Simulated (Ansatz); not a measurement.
# Si8O15 (charge −2): nudged elastic band (part 1 of 3)

The run: nudged elastic band of Si8O15 (defect cell, 23 atoms in the cell, total charge −2). Method and program: DFT PBEsol, scalar-relativistic, plane waves, PAW, PAW set soft_1, no spin polarisation (Ansatz 0.2.0).

The structure derives from an entry of the Crystallography Open Database. The run did not end well. It belongs to a series of runs on one base structure; here: band between the two ends.

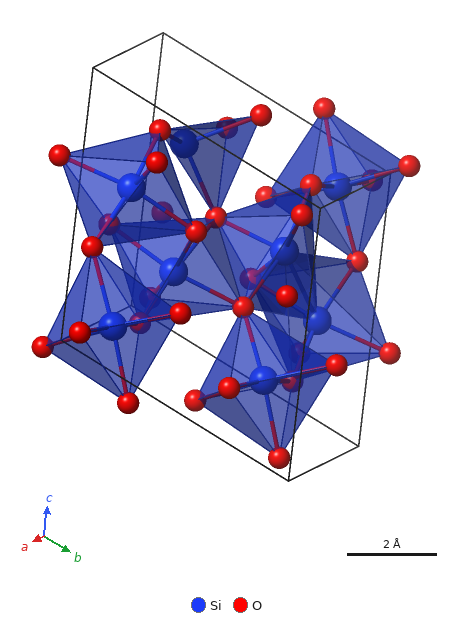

The input geometry (polyhedral view of the reduced cell, seen slightly off an axis; polyhedra are completed across the faces of the cell). An atom can appear more than once, as a periodic image.

What the run reported

```json
{"quantity": "outcome", "value": "not converged"}
{"quantity": "barrier, forward (band not converged)", "value": "3.054 eV"}
{"quantity": "barrier, backward", "value": "3.054 eV"}
{"quantity": "hardware", "value": "2 threads of Intel Xeon (Sapphire Rapids), 192 GiB of memory available, shared host"}
{"quantity": "wall time", "value": "27 min (CPU time 46 min)"}
{"quantity": "peak memory", "value": "1.4 GiB"}
```

The run did not converge: “NEB band did not converge after 38 iterations: max|band force component| = 7.53e-1 eV/Å (threshold 5.0e-2); raise `neb.max_iterations` in a new run, which can start from the last band evaluated (`neb.initial_path`, with `crystal.atoms` and `neb.final_atoms` set to its first and last images), add images, or start from endpoints closer to local minima …” Its last values are not results. Warnings of the run: the PAW datasets were made with another functional.

The input
```yaml
crystal:
  lattice:
    - [0.0, 5.0462, 4.4946]
    - [4.097, 0.0, 4.4946]
    - [4.097, 5.0462, 0.0]
  atoms:
    - { symbol: Si, position: [0.18747409, 0.06495233, 0.95196592] }
    - { symbol: Si, position: [0.30663365, 0.44844956, 0.04567802] }
    - { symbol: Si, position: [0.80335823, 0.94573324, 0.05399861] }
    - { symbol: Si, position: [0.20338348, 0.04203756, 0.45597191] }
    - { symbol: O, position: [0.43632676, 0.51861872, 0.172748] }
    - { symbol: O, position: [0.27307312, 0.11717229, 0.62296584] }
    - { symbol: O, position: [0.38321295, 0.72095504, 0.50184705] }
    - { symbol: O, position: [0.4697599, 0.11438466, 0.15638787] }
    - { symbol: O, position: [0.08876558, 0.97703221, 0.30111851] }
    - { symbol: O, position: [0.22122775, 0.34698373, 0.91156987] }
    - { symbol: O, position: [0.1326806, 0.78034247, 0.99173583] }
    - { symbol: O, position: [0.03851491, 0.3815303, 0.35760356] }
    - { symbol: Si, position: [0.70297248, 0.54185222, 0.44392467] }
    - { symbol: Si, position: [0.78714336, 0.93544385, 0.5721267] }
    - { symbol: Si, position: [0.2810683, 0.47835271, 0.52338901] }
    - { symbol: Si, position: [0.71670183, 0.57673819, 0.9064607] }
    - { symbol: O, position: [0.9041905, 0.00406944, 0.72360727] }
    - { symbol: O, position: [0.77320049, 0.65376156, 0.11164624] }
    - { symbol: O, position: [0.86961002, 0.2132386, 0.01109713] }
    - { symbol: O, position: [0.6001303, 0.48118859, 0.76899638] }
    - { symbol: O, position: [0.73996041, 0.8403885, 0.38443628] }
    - { symbol: O, position: [0.63608255, 0.27973819, 0.48187634] }
    - { symbol: O, position: [0.49973257, 0.91321892, 0.86724999] }
total_charge: -2
basis:
  ecutwfc: 420.0
kpoints:
  mp_grid: { grid: [3, 3, 3] }
hamiltonian:
  xc: pbesol
  pseudopotentials: { kind: paw, azcp: { folder: soft_1 } }
scf:
  occupations: { method: gaussian, width: 0.02 }
  lower_state_search: "off"
neb:
  images: 5
  f_tol: 0.05
  initial_path: idpp
  max_iterations: 38
  final_atoms:
    - { symbol: Si, position: [0.21999675, 0.02111929, 0.97562069] }
    - { symbol: Si, position: [0.29773137, 0.45737589, 0.04290386] }
    - { symbol: Si, position: [0.79813525, 0.95748125, 0.05489216] }
    - { symbol: Si, position: [0.19443337, 0.05095221, 0.45317966] }
    - { symbol: O, position: [0.41237128, 0.5225099, 0.19767427] }
    - { symbol: O, position: [0.27988055, 0.1524185, 0.58715439] }
    - { symbol: O, position: [0.36832355, 0.7192065, 0.50711772] }
    - { symbol: O, position: [0.46262533, 0.11787949, 0.14120708] }
    - { symbol: O, position: [0.06469338, 0.98077493, 0.32619668] }
    - { symbol: O, position: [0.22803878, 0.38238027, 0.87589596] }
    - { symbol: O, position: [0.11787424, 0.77843403, 0.99701747] }
    - { symbol: O, position: [0.03137992, 0.38505173, 0.34233949] }
    - { symbol: Si, position: [0.6977671, 0.55373895, 0.44482528] }
    - { symbol: Si, position: [0.78400733, 0.92305871, 0.59251153] }
    - { symbol: Si, position: [0.31352777, 0.43462707, 0.54698264] }
    - { symbol: Si, position: [0.71429424, 0.56384985, 0.92658138] }
    - { symbol: O, position: [0.90090227, 0.01833935, 0.72982525] }
    - { symbol: O, position: [0.76120149, 0.65911849, 0.11424002] }
    - { symbol: O, position: [0.86505236, 0.21960801, 0.01696524] }
    - { symbol: O, position: [0.59695065, 0.4954273, 0.77513538] }
    - { symbol: O, position: [0.72782776, 0.84581011, 0.38714958] }
    - { symbol: O, position: [0.63148391, 0.28619011, 0.48773516] }
    - { symbol: O, position: [1.00125135, 0.58629808, 0.63159911] }
  order_check: true
```

Launch command:
```bash
ansatz run input.yaml --threads 2 --pin off --max-ram 5120MiB --backend cpu --events-out ev --progress --plain --runs-dir out
```

What the program printed
```
Warning: neb: disabling space-group detection — the band's intermediate images generally break the endpoint symmetry, so no spatial operation reduces the k-mesh or symmetrises the density, except that a semilocal band can use its path's symmetry ahead of convergence; time reversal is kept, so that k and −k are solved as one point where they differ and the mesh holds both, and exact exchange and, on two spinor components, a DFT+U term hold to it where the run has them: on two components no moment then forms, and a state that bears one, which a typed moment (crystal.atoms[].spin; refused beside efield: under a hybrid functional) reaches, can lie lower, under hf by electronvolts; crystal.symmetry.detect: false (a key that needs symmetry detection or time reversal refuses this as the deck is read) with time_reversal: false beside it drops time reversal too
Warning: [file] the record states the generating functional pbe (its physics header spells it `PBE`), which answers neither for hamiltonian.xc's functional nor for the pbesol family's — results may be inconsistent (PPs are generated against a specific XC)
Warning: [file] the record states the generating functional pbe (its physics header spells it `PBE`), which answers neither for hamiltonian.xc's functional nor for the pbesol family's — results may be inconsistent (PPs are generated against a specific XC)
Engine: ansatz 0.2.0, x86_64-unknown-linux-gnu
Pseudopotentials: kind: paw
Pseudopotential: Si, paw, valence charge 4, recommended cutoff 420 eV (normal), [file]
Pseudopotential: O, paw, valence charge 6, recommended cutoff 420 eV (normal), [file]
Functional definition: PBEsol
  exchange = pbesol_x
  correlation = pbesol_c
parallel-image band execution: 2 concurrent image workers
NEB image 0
Crystal: 23 atoms, lattice volume = 185.845 Å³
Basis set: ecut = 420 eV, 3627 PW (Γ), exchange–correlation on 96×90×90 points (8 copies of the dense FFT grid, shifted against one another)
Bands: 85, of which v1, the nominal top of the filled ones, is band 62 counted from 1 (61 counted from 0)
Symmetry: 1 space group operations
k-points: 14 of 27 (time reversal used)
Non-local potential: Si, projectors of the file, l = 0: 2, l = 1: 2, l = 2: 1
Non-local potential: O, projectors of the file, l = 0: 2, l = 1: 2, l = 2: 1
PAW form: soft (Blöchl's): semilocal exchange-correlation on the pseudo side does not see the compensation charge
PAW frozen core: Si, regenerated for the run's functional, and the local potential with it (the file was generated under x = pbe(κ = 0.804, μ = 0.2195149727645171), c = pbe(β = 0.06672455060314922))
PAW frozen core: O, regenerated for the run's functional, and the local potential with it (the file was generated under x = pbe(κ = 0.804, μ = 0.2195149727645171), c = pbe(β = 0.06672455060314922))
PAW one-centre angular grid: Si, 110 points (default); XC on 64 Gauss nodes
PAW one-centre angular grid: O, 110 points (default); XC on 64 Gauss nodes
Initial density: superposition of atomic densities (chi_scale 0.1, normalization cell, long waves kept (reshape's long-wave potential 0.15 eV rms))
Initial wavefunctions: pseudopotential atomic-orbital guess
Functional: x = pbesol(κ = 0.804, μ = 0.12345679012345678), c = pbesol(β = 0.046)
SCF iter   1: F=—  HF=-13380.840827 eV  |F-HF|=—  |Δ(HF+E_count)|=         —  Δρ=9.72e-2  dr2=1.62e1  ethr=3.10e-3  ⟨swp⟩=6.5  Hψ=5570  notcnv=0  defer=139
preconditioner: auto → Resta (q_TF=auto, 2.550 Å⁻¹)  ε∞=3.8  [insulator: Δε(μ)=2.306 eV  Ē_g=18.085 eV  σ=0.020 eV  W_gap=1.00  n_scr=60 (ndim 8)  ℏωp=30.3 eV  f_vac=0.000  D(μ)=0.00/eV (n_scr^D=0)  ε∞_Penn≈3.8]
SCF iter   2: F=—  HF=-13377.432748 eV  |F-HF|=—  |Δ(HF+E_count)|=    3.41e0  Δρ=4.32e-2  dr2=2.78e0  ethr=3.10e-3  ⟨swp⟩=3.0  Hψ=2350  notcnv=0  defer=227
SCF iter   3: F=—  HF=-13376.925637 eV  |F-HF|=—  |Δ(HF+E_count)|=   5.07e-1  Δρ=1.49e-2  dr2=3.37e-1  ethr=2.24e-3  ⟨swp⟩=3.2  Hψ=1286  notcnv=0  defer=227
SCF iter   4: F=—  HF=-13376.874581 eV  |F-HF|=—  |Δ(HF+E_count)|=   5.11e-2  Δρ=2.66e-3  dr2=8.46e-3  ethr=2.72e-4  ⟨swp⟩=4.4  Hψ=2375  notcnv=0  defer=223
SCF iter   5: F=—  HF=-13376.876739 eV  |F-HF|=—  |Δ(HF+E_count)|=   2.16e-3  Δρ=1.44e-3  dr2=2.84e-3  ethr=6.82e-6  ⟨swp⟩=2.0  Hψ=1810  notcnv=0  defer=223
SCF iter   6: F=—  HF=-13376.876179 eV  |F-HF|=—  |Δ(HF+E_count)|=   5.60e-4  Δρ=2.73e-4  dr2=1.21e-4  ethr=2.29e-6  ⟨swp⟩=2.0  Hψ=1691  notcnv=0  defer=223
SCF iter   7: F=—  HF=-13376.876205 eV  |F-HF|=—  |Δ(HF+E_count)|=   2.58e-5  Δρ=7.20e-5  dr2=7.69e-6  ethr=9.73e-8  ⟨swp⟩=2.1  Hψ=1689  notcnv=0  defer=223
SCF iter   8: F=—  HF=-13376.876313 eV  |F-HF|=—  |Δ(HF+E_count)|=   1.08e-4  Δρ=3.66e-5  dr2=1.73e-6  ethr=6.20e-9  ⟨swp⟩=2.0  Hψ=1831  notcnv=0  defer=223
SCF iter   9: F=—  HF=-13376.876313 eV  |F-HF|=—  |Δ(HF+E_count)|=   2.35e-7  Δρ=8.61e-6  dr2=1.09e-7  ethr=1.40e-9  ⟨swp⟩=2.0  Hψ=1761  notcnv=0  defer=223
SCF iter  10: F=-13376.876313 eV  HF=-13376.876313 eV  |F-HF|=4.98e-10  |Δ(HF+E_count)|=   2.52e-8  Δρ=1.91e-6  dr2=6.23e-9  ethr=8.06e-11  ⟨swp⟩=4.0  Hψ=3629  notcnv=0
SCF 1 converged in 10 iterations: F = -13376.876313 eV  dr2 = 6.23e-9
  greatest PAW one-centre occupation: 0.869 electrons in one spin orbital (limit 2), on the O atom at site 22 (counted from 0), in its partial waves of l = 0
NSCF: frozen V_eff on 14 k-points
NEB image 6
SCF iter   1: F=—  HF=-13380.839416 eV  |F-HF|=—  |Δ(HF+E_count)|=         —  Δρ=9.72e-2  dr2=1.62e1  ethr=3.10e-3  ⟨swp⟩=6.6  Hψ=5591  notcnv=0  defer=136
preconditioner: auto → Resta (q_TF=auto, 2.550 Å⁻¹)  ε∞=3.8  [insulator: Δε(μ)=2.307 eV  Ē_g=18.085 eV  σ=0.020 eV  W_gap=1.00  n_scr=60 (ndim 8)  ℏωp=30.3 eV  f_vac=0.000  D(μ)=0.00/eV (n_scr^D=0)  ε∞_Penn≈3.8]
SCF iter   2: F=—  HF=-13377.432028 eV  |F-HF|=—  |Δ(HF+E_count)|=    3.41e0  Δρ=4.32e-2  dr2=2.78e0  ethr=3.10e-3  ⟨swp⟩=3.0  Hψ=2352  notcnv=0  defer=227
SCF iter   3: F=—  HF=-13376.925458 eV  |F-HF|=—  |Δ(HF+E_count)|=   5.07e-1  Δρ=1.49e-2  dr2=3.37e-1  ethr=2.24e-3  ⟨swp⟩=3.2  Hψ=1288  notcnv=0  defer=227
SCF iter   4: F=—  HF=-13376.874547 eV  |F-HF|=—  |Δ(HF+E_count)|=   5.09e-2  Δρ=2.66e-3  dr2=8.47e-3  ethr=2.72e-4  ⟨swp⟩=4.4  Hψ=2376  notcnv=0  defer=223
SCF iter   5: F=—  HF=-13376.876709 eV  |F-HF|=—  |Δ(HF+E_count)|=   2.16e-3  Δρ=1.44e-3  dr2=2.85e-3  ethr=6.83e-6  ⟨swp⟩=2.0  Hψ=1810  notcnv=0  defer=223
SCF iter   6: F=—  HF=-13376.876148 eV  |F-HF|=—  |Δ(HF+E_count)|=   5.61e-4  Δρ=2.73e-4  dr2=1.21e-4  ethr=2.30e-6  ⟨swp⟩=2.0  Hψ=1692  notcnv=0  defer=223
SCF iter   7: F=—  HF=-13376.876169 eV  |F-HF|=—  |Δ(HF+E_count)|=   2.08e-5  Δρ=7.22e-5  dr2=7.73e-6  ethr=9.73e-8  ⟨swp⟩=2.1  Hψ=1693  notcnv=0  defer=223
SCF iter   8: F=—  HF=-13376.876320 eV  |F-HF|=—  |Δ(HF+E_count)|=   1.51e-4  Δρ=3.66e-5  dr2=1.73e-6  ethr=6.23e-9  ⟨swp⟩=2.0  Hψ=1831  notcnv=0  defer=223
SCF iter   9: F=—  HF=-13376.876320 eV  |F-HF|=—  |Δ(HF+E_count)|=   2.36e-7  Δρ=8.65e-6  dr2=1.10e-7  ethr=1.40e-9  ⟨swp⟩=2.0  Hψ=1761  notcnv=0  defer=223
SCF iter  10: F=-13376.876320 eV  HF=-13376.876320 eV  |F-HF|=5.37e-10  |Δ(HF+E_count)|=   2.56e-8  Δρ=1.91e-6  dr2=6.19e-9  ethr=8.06e-11  ⟨swp⟩=4.0  Hψ=3633  notcnv=0
SCF 2 converged in 10 iterations: F = -13376.876320 eV  dr2 = 6.19e-9
NSCF: frozen V_eff on 14 k-points
NEB end point (image 0): max|allowed force component| = 2.297e-2 eV/Å (the criterion of neb.relax_end_points is 1.000e-2)
NEB end point (image 6): max|allowed force component| = 2.189e-2 eV/Å (the criterion of neb.relax_end_points is 1.000e-2)
NEB image 1
Initial density: superposition of atomic densities (chi_scale 0.1, normalization cell, long waves kept (reshape's long-wave potential 0.13 eV rms))
[...]
preconditioner: auto → Resta (q_TF=auto, 2.550 Å⁻¹)  ε∞=3.8  [insulator: Δε(μ)=0.865 eV  Ē_g=18.180 eV  σ=0.020 eV  W_gap=1.00  n_scr=60 (ndim 8)  ℏωp=30.3 eV  f_vac=0.000  D(μ)=0.00/eV (n_scr^D=0)  ε∞_Penn≈3.8]
  greatest PAW one-centre occupation: 0.879 electrons in one spin orbital (limit 2), on the O atom at site 22 (counted from 0), in its partial waves of l = 0
NEB image 2
Initial density: superposition of atomic densities (chi_scale 0.1, normalization cell, long waves kept (reshape's long-wave potential 0.10 eV rms))
preconditioner: auto → Resta (q_TF=auto, 2.550 Å⁻¹)  ε∞=3.8  [insulator: Δε(μ)=1.082 eV  Ē_g=18.267 eV  σ=0.020 eV  W_gap=1.00  n_scr=60 (ndim 8)  ℏωp=30.3 eV  f_vac=0.000  D(μ)=0.00/eV (n_scr^D=0)  ε∞_Penn≈3.8]
  greatest PAW one-centre occupation: 0.886 electrons in one spin orbital (limit 2), on the O atom at site 22 (counted from 0), in its partial waves of l = 0
NEB image 3
Initial density: superposition of atomic densities (chi_scale 0.1, normalization cell, long waves kept (reshape's long-wave potential 0.09 eV rms))
preconditioner: auto → Resta (q_TF=auto, 2.550 Å⁻¹)  ε∞=3.7  [insulator: Δε(μ)=2.725 eV  Ē_g=18.353 eV  σ=0.020 eV  W_gap=1.00  n_scr=60 (ndim 8)  ℏωp=30.3 eV  f_vac=0.000  D(μ)=0.00/eV (n_scr^D=0)  ε∞_Penn≈3.7]
  greatest PAW one-centre occupation: 0.887 electrons in one spin orbital (limit 2), on the O atom at site 22 (counted from 0), in its partial waves of l = 0
NEB image 4
preconditioner: auto → Resta (q_TF=auto, 2.550 Å⁻¹)  ε∞=3.8  [insulator: Δε(μ)=0.769 eV  Ē_g=18.285 eV  σ=0.020 eV  W_gap=1.00  n_scr=60 (ndim 8)  ℏωp=30.3 eV  f_vac=0.000  D(μ)=0.00/eV (n_scr^D=0)  ε∞_Penn≈3.8]
NEB image 5
preconditioner: auto → Resta (q_TF=auto, 2.550 Å⁻¹)  ε∞=3.8  [insulator: Δε(μ)=0.872 eV  Ē_g=18.211 eV  σ=0.020 eV  W_gap=1.00  n_scr=60 (ndim 8)  ℏωp=30.3 eV  f_vac=0.000  D(μ)=0.00/eV (n_scr^D=0)  ε∞_Penn≈3.8]
  greatest PAW one-centre occupation: 0.878 electrons in one spin orbital (limit 2), on the O atom at site 22 (counted from 0), in its partial waves of l = 0
NEB iter   1: max|band force component| = 3.892e0 eV/Å  barrier→ = 4.7890 eV  barrier← = 4.7890 eV  Δτ_max = 0.0805 Å  (70 SCF iters)
```
